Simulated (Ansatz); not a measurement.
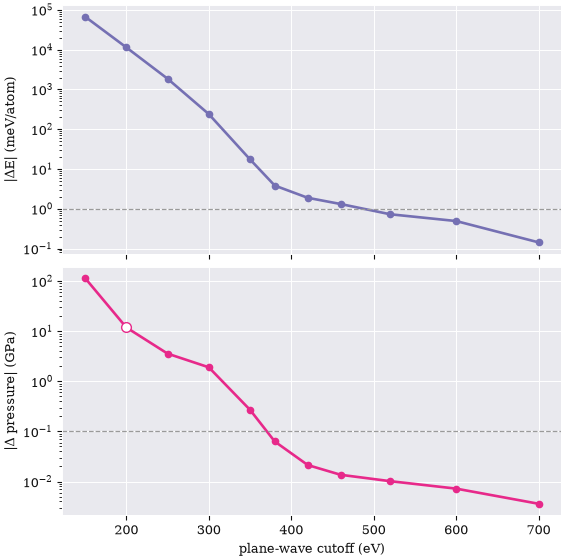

One cell, run at 12 values of the plane-wave cutoff (density cutoff scaled with it).
AlNi₃ (Fm-3m, 4 atoms in the cell); Ansatz, DFT PBEsol, scalar-relativistic, plane waves, PAW; 14×14×14 k-mesh, Gaussian smearing of 0.1 eV, no spin polarisation.
ΔE is the free energy less its value at the largest setting, 850 eV.
Dashed lines or grey bands mark the tolerance: 1 meV/atom and 0.1 GPa.
On logarithmic panels, open markers lie below the reference value and filled ones above.
The pressure holds the program's Pulay correction for the finite basis; without it, low cutoffs would be much further off.
Values: 150 eV, 200 eV, 250 eV, 300 eV, 350 eV, 380 eV, 420 eV, 460 eV, 520 eV, 600 eV, 700 eV and 850 eV.

> From which setting is the free energy converged to 1 meV/atom?

The free energy is within 1 meV/atom of the largest setting's value from 520 eV on. It is off by 68000 meV/atom at 150 eV, 18 meV/atom at 350 eV and 1.3 meV/atom at 460 eV (always above it). The smaller bases give higher energies, which fall towards the limit as the basis grows.

> And the pressure, to 0.1 GPa?

The pressure is within 0.1 GPa of the largest setting's value from 380 eV on. It is off by 120 GPa at 150 eV, 3.6 GPa at 250 eV and 0.27 GPa at 350 eV (on both sides of it).
